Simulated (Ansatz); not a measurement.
# Nudged elastic band, with input and output: TiSi16 (part 1 of 3)

System: TiSi16 (defect cell, 17 atoms in the cell).
Method: DFT PBE-D3(BJ), scalar-relativistic, plane waves, PAW, PAW set soft_1, no spin polarisation (Ansatz 0.2.0).

It belongs to a series of runs on one base structure; here: band between the two ends. Figures and captions count atoms from 1; the log counts them from 0 in places.

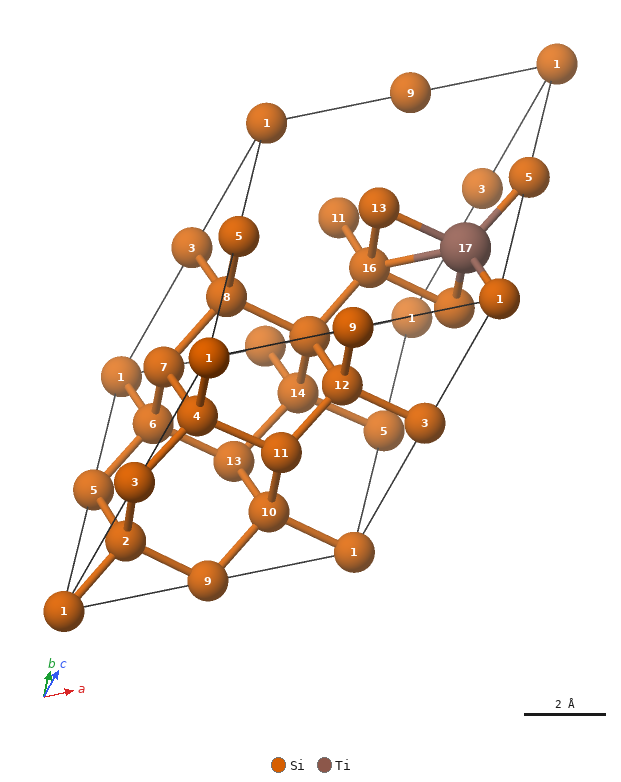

Figure 1. The starting structure (ball-and-stick view of the cell of the calculation, seen at an oblique angle; atoms are numbered from 1 in the order of the input). Near neighbours in the crystal (not all of them lie inside the picture): Si has 4 Si at 2.27 to 2.40 Å and 1 Ti at 2.42 to 2.76 Å; Si has 4 Si at 2.27 to 2.34 Å; Ti has 10 Si at 2.42 to 2.76 Å.

### Input file
```yaml
crystal:
  lattice:
    - [0.0, 5.43, 5.43]
    - [5.43, 0.0, 5.43]
    - [5.43, 5.43, 0.0]
  atoms:
    - { symbol: Si, position: [0.00190189, -0.01635966, 0.01423387] }
    - { symbol: Si, position: [0.12575617, 0.11806352, 0.13853663] }
    - { symbol: Si, position: [-0.00691117, -0.00165256, 0.5117169] }
    - { symbol: Si, position: [0.12578376, 0.1179984, 0.63242713] }
    - { symbol: Si, position: [0.00146242, 0.50082548, 0.01481518] }
    - { symbol: Si, position: [0.12164792, 0.62078495, 0.13736685] }
    - { symbol: Si, position: [0.00079284, 0.50059511, 0.49980934] }
    - { symbol: Si, position: [0.12546913, 0.6252001, 0.63293173] }
    - { symbol: Si, position: [0.49895297, -0.00202418, 0.00544492] }
    - { symbol: Si, position: [0.61923167, 0.11828701, 0.13818491] }
    - { symbol: Si, position: [0.49889832, -0.00147727, 0.51128447] }
    - { symbol: Si, position: [0.62246564, 0.12200077, 0.63486065] }
    - { symbol: Si, position: [0.4844059, 0.50105909, 0.01452074] }
    - { symbol: Si, position: [0.61876799, 0.62495305, 0.13887874] }
    - { symbol: Si, position: [0.49857017, 0.49262047, 0.51211941] }
    - { symbol: Si, position: [0.6183047, 0.62537511, 0.63267158] }
    - { symbol: Ti, position: [0.87192378, 0.37128941, -0.11351566] }
basis:
  ecutwfc: 420.0
kpoints:
  mp_grid: { grid: [2, 2, 2] }
hamiltonian:
  xc: pbe
  dispersion: d3bj
  pseudopotentials: { kind: paw, azcp: { folder: soft_1 } }
scf:
  occupations: { method: fermi_dirac, width: 0.02 }
  lower_state_search: "off"
neb:
  images: 5
  f_tol: 0.05
  initial_path: linear
  max_iterations: 39
  final_atoms:
    - { symbol: Si, position: [-0.00703881, 0.00011149, -0.00026032] }
    - { symbol: Si, position: [0.1252178, 0.1250006, 0.12491961] }
    - { symbol: Si, position: [-0.00786955, -0.00039003, 0.50779296] }
    - { symbol: Si, position: [0.11378802, 0.13228155, 0.62667474] }
    - { symbol: Si, position: [-0.00772536, 0.5077772, -0.00063655] }
    - { symbol: Si, position: [0.11380978, 0.62700298, 0.1318323] }
    - { symbol: Si, position: [-0.00881712, 0.50271152, 0.50227285] }
    - { symbol: Si, position: [0.11362026, 0.6265849, 0.62636108] }
    - { symbol: Si, position: [0.48759712, 0.00460624, 0.00487102] }
    - { symbol: Si, position: [0.61108969, 0.1245038, 0.12402807] }
    - { symbol: Si, position: [0.48713893, -0.00081489, 0.5070541] }
    - { symbol: Si, position: [0.61053821, 0.12316694, 0.64185227] }
    - { symbol: Si, position: [0.48715252, 0.50732279, -0.00133754] }
    - { symbol: Si, position: [0.61062521, 0.64168326, 0.12296686] }
    - { symbol: Si, position: [0.48700148, 0.50620747, 0.50617166] }
    - { symbol: Si, position: [0.62065734, 0.62617628, 0.62567856] }
    - { symbol: Ti, position: [0.73870092, 0.25396103, 0.25393839] }
  order_check: true
```

Machine: 1 thread of Arm Neoverse V2, 24 GiB of memory available, shared host.

Run as:
```bash
ansatz run input.yaml --threads 1 --pin off --max-ram 3072MiB --backend cpu --events-out ev --progress --plain --runs-dir out
```

### What the program printed
```
Warning: neb: disabling space-group detection — the band's intermediate images generally break the endpoint symmetry, so no spatial operation reduces the k-mesh or symmetrises the density, except that a semilocal band can use its path's symmetry ahead of convergence; time reversal is kept, so that k and −k are solved as one point where they differ and the mesh holds both, and exact exchange and, on two spinor components, a DFT+U term hold to it where the run has them: on two components no moment then forms, and a state that bears one, which a typed moment (crystal.atoms[].spin; refused beside efield: under a hybrid functional) reaches, can lie lower, under hf by electronvolts; crystal.symmetry.detect: false (a key that needs symmetry detection or time reversal refuses this as the deck is read) with time_reversal: false beside it drops time reversal too
Engine: ansatz 0.2.0, aarch64-unknown-linux-gnu
Pseudopotentials: kind: paw
Pseudopotential: Si, paw, valence charge 4, recommended cutoff 420 eV (normal), [file]
Pseudopotential: Ti, paw, valence charge 12, recommended cutoff 420 eV (normal), [file]
Functional definition: PBE
  parameter kappa = 0.804
  parameter beta = 0.06672455060314922
  exchange = pbe_x(kappa = kappa, mu = beta*pi^2/3)
  correlation = pbe_c(beta = beta)
NEB image 0
Crystal: 17 atoms, lattice volume = 320.206 Å³
Basis set: ecut = 420 eV, 6231 PW (Γ), exchange–correlation on 108×108×108 points (8 copies of the dense FFT grid, shifted against one another)
Bands: 55, of which v1, the nominal top of the filled ones, is band 38 counted from 1 (37 counted from 0)
Symmetry: 1 space group operations
k-points: 8
Non-local potential: Si, projectors of the file, l = 0: 2, l = 1: 2, l = 2: 1
Non-local potential: Ti, projectors of the file, l = 0: 3, l = 1: 2, l = 2: 3, l = 3: 1
PAW form: soft (Blöchl's): semilocal exchange-correlation on the pseudo side does not see the compensation charge
PAW one-centre angular grid: Si, 110 points (default); XC on 64 Gauss nodes
PAW one-centre angular grid: Ti, 590 points (default); XC on 64 Gauss nodes
Initial density: superposition of atomic densities (chi_scale 0.1, normalization cell, long waves kept (reshape's long-wave potential 0.02 eV rms))
Initial wavefunctions: pseudopotential atomic-orbital guess
Functional: x = pbe(κ = 0.804, μ = 0.2195149727645171), c = pbe(β = 0.06672455060314922)
SCF iter   1: F=—  HF=-12682.232061 eV  |F-HF|=—  |Δ(HF+E_count)|=         —  Δρ=9.18e-2  dr2=7.14e1  ethr=3.10e-3  ⟨swp⟩=7.5  Hψ=2226  notcnv=0  defer=40
preconditioner: auto → Kerker (q_TF=auto, 2.147 Å⁻¹)  [metal: Δε(μ)=0.001 eV  Ē_g=7.559 eV  σ=0.020 eV  W_gap=0.02  n_scr=58 (ndim 8)  ℏωp=17.1 eV  f_vac=0.000  D(μ)=38.43/eV (n_scr^D=536)]
SCF iter   2: F=—  HF=-12678.073124 eV  |F-HF|=—  |Δ(HF+E_count)|=    4.16e0  Δρ=4.47e-2  dr2=1.86e1  ethr=3.10e-3  ⟨swp⟩=3.6  Hψ=803  notcnv=0  defer=63
SCF iter   3: F=—  HF=-12676.087360 eV  |F-HF|=—  |Δ(HF+E_count)|=    1.99e0  Δρ=7.98e-3  dr2=4.82e-1  ethr=3.10e-3  ⟨swp⟩=3.4  Hψ=750  notcnv=0  defer=63
SCF iter   4: F=—  HF=-12676.056934 eV  |F-HF|=—  |Δ(HF+E_count)|=   3.04e-2  Δρ=2.67e-3  dr2=4.50e-2  ethr=6.34e-4  ⟨swp⟩=2.9  Hψ=611  notcnv=0  defer=58
SCF iter   5: F=—  HF=-12676.064849 eV  |F-HF|=—  |Δ(HF+E_count)|=   7.92e-3  Δρ=6.30e-4  dr2=2.09e-3  ethr=5.92e-5  ⟨swp⟩=3.0  Hψ=630  notcnv=0  defer=58
SCF iter   6: F=—  HF=-12676.065524 eV  |F-HF|=—  |Δ(HF+E_count)|=   6.75e-4  Δρ=2.59e-4  dr2=2.70e-4  ethr=2.75e-6  ⟨swp⟩=2.9  Hψ=761  notcnv=0  defer=58
SCF iter   7: F=—  HF=-12676.065534 eV  |F-HF|=—  |Δ(HF+E_count)|=   9.69e-6  Δρ=9.49e-5  dr2=4.21e-5  ethr=3.55e-7  ⟨swp⟩=2.0  Hψ=688  notcnv=0  defer=58
SCF iter   8: F=—  HF=-12676.065540 eV  |F-HF|=—  |Δ(HF+E_count)|=   5.95e-6  Δρ=2.47e-5  dr2=3.78e-6  ethr=5.54e-8  ⟨swp⟩=2.5  Hψ=786  notcnv=0  defer=58
SCF iter   9: F=—  HF=-12676.065542 eV  |F-HF|=—  |Δ(HF+E_count)|=   1.63e-6  Δρ=5.43e-6  dr2=1.55e-7  ethr=4.98e-9  ⟨swp⟩=2.0  Hψ=643  notcnv=0  defer=58
SCF iter  10: F=-12676.065542 eV  HF=-12676.065542 eV  |F-HF|=1.84e-9  |Δ(HF+E_count)|=   7.57e-8  Δρ=2.01e-6  dr2=1.98e-8  ethr=1.32e-10  ⟨swp⟩=4.9  Hψ=1382  notcnv=0
SCF 1 converged in 10 iterations: F = -12676.065542 eV  dr2 = 1.98e-8
  greatest PAW one-centre occupation: 0.999 electrons in one spin orbital (limit 2), on the Ti atom at site 16 (counted from 0), in its partial waves of l = 0
NSCF: frozen V_eff on 8 k-points
NEB image 6
SCF iter   1: F=—  HF=-12682.235053 eV  |F-HF|=—  |Δ(HF+E_count)|=         —  Δρ=9.18e-2  dr2=7.14e1  ethr=3.10e-3  ⟨swp⟩=7.4  Hψ=2202  notcnv=0  defer=40
preconditioner: auto → Kerker (q_TF=auto, 2.147 Å⁻¹)  [metal: Δε(μ)=0.003 eV  Ē_g=7.562 eV  σ=0.020 eV  W_gap=0.04  n_scr=58 (ndim 8)  ℏωp=17.1 eV  f_vac=0.000  D(μ)=37.64/eV (n_scr^D=530)]
SCF iter   2: F=—  HF=-12678.068339 eV  |F-HF|=—  |Δ(HF+E_count)|=    4.17e0  Δρ=4.46e-2  dr2=1.85e1  ethr=3.10e-3  ⟨swp⟩=3.8  Hψ=831  notcnv=0  defer=63
SCF iter   3: F=—  HF=-12676.087293 eV  |F-HF|=—  |Δ(HF+E_count)|=    1.98e0  Δρ=7.94e-3  dr2=4.80e-1  ethr=3.10e-3  ⟨swp⟩=3.4  Hψ=750  notcnv=0  defer=63
SCF iter   4: F=—  HF=-12676.056920 eV  |F-HF|=—  |Δ(HF+E_count)|=   3.04e-2  Δρ=2.64e-3  dr2=4.40e-2  ethr=6.32e-4  ⟨swp⟩=2.8  Hψ=609  notcnv=0  defer=58
SCF iter   5: F=—  HF=-12676.064888 eV  |F-HF|=—  |Δ(HF+E_count)|=   7.97e-3  Δρ=6.36e-4  dr2=2.09e-3  ethr=5.79e-5  ⟨swp⟩=3.1  Hψ=623  notcnv=0  defer=58
SCF iter   6: F=—  HF=-12676.065580 eV  |F-HF|=—  |Δ(HF+E_count)|=   6.93e-4  Δρ=2.57e-4  dr2=2.66e-4  ethr=2.75e-6  ⟨swp⟩=2.8  Hψ=690  notcnv=0  defer=58
SCF iter   7: F=—  HF=-12676.065598 eV  |F-HF|=—  |Δ(HF+E_count)|=   1.76e-5  Δρ=9.38e-5  dr2=4.14e-5  ethr=3.50e-7  ⟨swp⟩=2.0  Hψ=686  notcnv=0  defer=58
SCF iter   8: F=—  HF=-12676.065504 eV  |F-HF|=—  |Δ(HF+E_count)|=   9.37e-5  Δρ=2.48e-5  dr2=3.83e-6  ethr=5.45e-8  ⟨swp⟩=2.4  Hψ=665  notcnv=0  defer=58
SCF iter   9: F=—  HF=-12676.065506 eV  |F-HF|=—  |Δ(HF+E_count)|=   1.63e-6  Δρ=6.80e-6  dr2=1.84e-7  ethr=5.04e-9  ⟨swp⟩=2.0  Hψ=662  notcnv=0  defer=58
SCF iter  10: F=-12676.065506 eV  HF=-12676.065506 eV  |F-HF|=3.45e-9  |Δ(HF+E_count)|=   7.67e-8  Δρ=2.51e-6  dr2=2.75e-8  ethr=1.32e-10  ⟨swp⟩=4.9  Hψ=1380  notcnv=0
SCF 2 converged in 10 iterations: F = -12676.065506 eV  dr2 = 2.75e-8
NSCF: frozen V_eff on 8 k-points
NEB end point (image 0): max|allowed force component| = 1.424e-2 eV/Å (the criterion of neb.relax_end_points is 1.000e-2)
NEB end point (image 6): max|allowed force component| = 1.709e-2 eV/Å (the criterion of neb.relax_end_points is 1.000e-2)
NEB image 1
SCF iter   1: F=—  HF=-12682.384372 eV  |F-HF|=—  |Δ(HF+E_count)|=         —  Δρ=9.91e-2  dr2=8.30e1  ethr=3.10e-3  ⟨swp⟩=7.6  Hψ=2268  notcnv=0  defer=32
preconditioner: auto → Resta (q_TF=auto, 2.147 Å⁻¹)  ε∞=6.1  [insulator: Δε(μ)=0.099 eV  Ē_g=7.553 eV  σ=0.020 eV  W_gap=0.84  n_scr=58 (ndim 8)  ℏωp=17.1 eV  f_vac=0.000  D(μ)=4.23/eV (n_scr^D=14)  ε∞_Penn≈6.1]
SCF iter   2: F=—  HF=-12676.668660 eV  |F-HF|=—  |Δ(HF+E_count)|=    5.72e0  Δρ=3.89e-2  dr2=1.22e1  ethr=3.10e-3  ⟨swp⟩=3.9  Hψ=873  notcnv=0  defer=54
SCF iter   3: F=—  HF=-12675.253195 eV  |F-HF|=—  |Δ(HF+E_count)|=    1.42e0  Δρ=6.77e-3  dr2=2.36e-1  ethr=3.10e-3  ⟨swp⟩=3.5  Hψ=883  notcnv=0  defer=54
[...]
  greatest PAW one-centre occupation: 0.998 electrons in one spin orbital (limit 2), on the Ti atom at site 16 (counted from 0), in its partial waves of l = 0
NEB image 2
preconditioner: auto → Kerker (q_TF=auto, 2.147 Å⁻¹)  [metal: Δε(μ)=0.044 eV  Ē_g=7.520 eV  σ=0.020 eV  W_gap=0.44  n_scr=58 (ndim 8)  ℏωp=17.1 eV  f_vac=0.000  D(μ)=12.71/eV (n_scr^D=112)]
NEB image 3
preconditioner: auto → Resta (q_TF=auto, 2.147 Å⁻¹)  ε∞=6.2  [insulator: Δε(μ)=0.130 eV  Ē_g=7.533 eV  σ=0.020 eV  W_gap=0.92  n_scr=58 (ndim 8)  ℏωp=17.1 eV  f_vac=0.000  D(μ)=2.10/eV (n_scr^D=8)  ε∞_Penn≈6.2]
NEB image 4
preconditioner: auto → Resta (q_TF=auto, 2.147 Å⁻¹)  ε∞=6.2  [insulator: Δε(μ)=0.063 eV  Ē_g=7.521 eV  σ=0.020 eV  W_gap=0.54  n_scr=58 (ndim 8)  ℏωp=17.1 eV  f_vac=0.000  D(μ)=10.60/eV (n_scr^D=64)  ε∞_Penn≈6.2]
preconditioner: auto → Kerker (q_TF=auto, 2.147 Å⁻¹)  [metal: Δε(μ)=0.042 eV  Ē_g=7.494 eV  σ=0.020 eV  W_gap=0.46  n_scr=58 (ndim 8)  ℏωp=17.1 eV  f_vac=0.000  D(μ)=12.25/eV (n_scr^D=112)]
NEB image 5
preconditioner: auto → Resta (q_TF=auto, 2.147 Å⁻¹)  ε∞=6.1  [insulator: Δε(μ)=0.071 eV  Ē_g=7.558 eV  σ=0.020 eV  W_gap=0.71  n_scr=58 (ndim 8)  ℏωp=17.1 eV  f_vac=0.000  D(μ)=6.16/eV (n_scr^D=26)  ε∞_Penn≈6.1]
preconditioner: auto → Kerker (q_TF=auto, 2.147 Å⁻¹)  [metal: Δε(μ)=0.008 eV  Ē_g=7.556 eV  σ=0.020 eV  W_gap=0.10  n_scr=58 (ndim 8)  ℏωp=17.1 eV  f_vac=0.000  D(μ)=15.66/eV (n_scr^D=136)]
NEB iter   1: max|band force component| = 2.112e0 eV/Å  barrier→ = 2.4938 eV  barrier← = 2.4938 eV  Δτ_max = 0.1245 Å  (68 SCF iters)
NEB image 1
Initial density: handed on by an earlier stage of this run
Initial wavefunctions: those handed on with the density
preconditioner: auto → Kerker (q_TF=auto, 2.147 Å⁻¹)  [metal: Δε(μ)=0.035 eV  Ē_g=7.544 eV  σ=0.020 eV  W_gap=0.37  n_scr=58 (ndim 8)  ℏωp=17.1 eV  f_vac=0.000  D(μ)=15.39/eV (n_scr^D=136)]
NEB image 2
preconditioner: auto → Resta (q_TF=auto, 2.147 Å⁻¹)  ε∞=6.2  [insulator: Δε(μ)=0.073 eV  Ē_g=7.524 eV  σ=0.020 eV  W_gap=0.71  n_scr=58 (ndim 8)  ℏωp=17.1 eV  f_vac=0.000  D(μ)=5.74/eV (n_scr^D=26)  ε∞_Penn≈6.2]
NEB image 3
preconditioner: auto → Kerker (q_TF=auto, 2.147 Å⁻¹)  [metal: Δε(μ)=0.038 eV  Ē_g=7.532 eV  σ=0.020 eV  W_gap=0.40  n_scr=58 (ndim 8)  ℏωp=17.1 eV  f_vac=0.000  D(μ)=12.96/eV (n_scr^D=112)]
preconditioner: auto → Resta (q_TF=auto, 2.147 Å⁻¹)  ε∞=6.2  [insulator: Δε(μ)=0.059 eV  Ē_g=7.505 eV  σ=0.020 eV  W_gap=0.63  n_scr=58 (ndim 8)  ℏωp=17.1 eV  f_vac=0.000  D(μ)=9.95/eV (n_scr^D=64)  ε∞_Penn≈6.2]
NEB image 4
preconditioner: auto → Resta (q_TF=auto, 2.147 Å⁻¹)  ε∞=6.2  [insulator: Δε(μ)=0.073 eV  Ē_g=7.525 eV  σ=0.020 eV  W_gap=0.71  n_scr=58 (ndim 8)  ℏωp=17.1 eV  f_vac=0.000  D(μ)=6.78/eV (n_scr^D=50)  ε∞_Penn≈6.2]
NEB image 5
preconditioner: auto → Kerker (q_TF=auto, 2.147 Å⁻¹)  [metal: Δε(μ)=0.039 eV  Ē_g=7.547 eV  σ=0.020 eV  W_gap=0.40  n_scr=58 (ndim 8)  ℏωp=17.1 eV  f_vac=0.000  D(μ)=15.34/eV (n_scr^D=136)]
NEB iter   2: max|band force component| = 7.052e-1 eV/Å  barrier→ = 1.8785 eV  barrier← = 1.8785 eV  Δτ_max = 0.1419 Å  (36 SCF iters)
[... from here on the SCF iterations and repeated set-up lines of each step are left out, up to the last step ...]
NEB image 1
NEB image 2
NEB image 3
NEB image 4
NEB image 5
```
